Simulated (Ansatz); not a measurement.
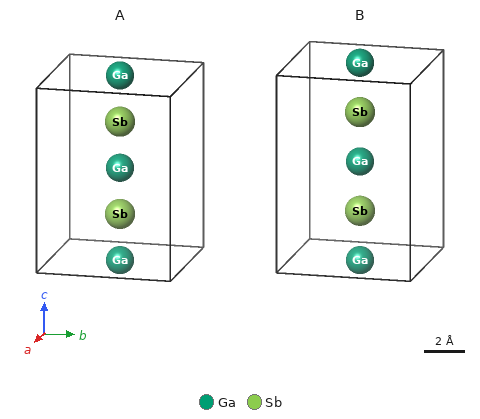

Two geometries of a wire of composition GaSb, drawn at one scale. One is the start of a relaxation, the other its converged end. The picture is a spheres-only view of the 2 repeat of the cell, with the vacuum cut short, seen slightly off an axis.

Level of theory: Ansatz, DFT PBE, scalar-relativistic, plane waves, PAW. Settings: plane-wave cutoff 420 eV; k-point mesh 1 × 1 × 13; occupations gaussian; smearing width 0.05 eV; collinear spin; cell relaxed at fixed a, b, alpha, beta, gamma; force threshold 0.01 eV/Å; at most 45 steps.

> Which one is relaxed?

Structure B is the relaxed one. Case: linear chain of atoms. No atom moves by more than 0.005 Å relative to the layer's centre. Along the periodic axis the drawn cell goes c 9.686 → 10.351 Å (+6.9 %). Among the contacts that change: Ga–Sb 2.422 → 2.588 Å. The energy falls by 0.194 eV per cell of the calculation in 3 accepted moves (4 points after the start). All forces vanish by symmetry, so only the cell relaxes. At 1 point the geometry stayed and the basis and grid were re-selected for the new cell (energy shift of 0.6 meV per cell of the calculation at most each time).

Limits of the set-up: the k-point mesh is coarse for a cell with partly filled bands.
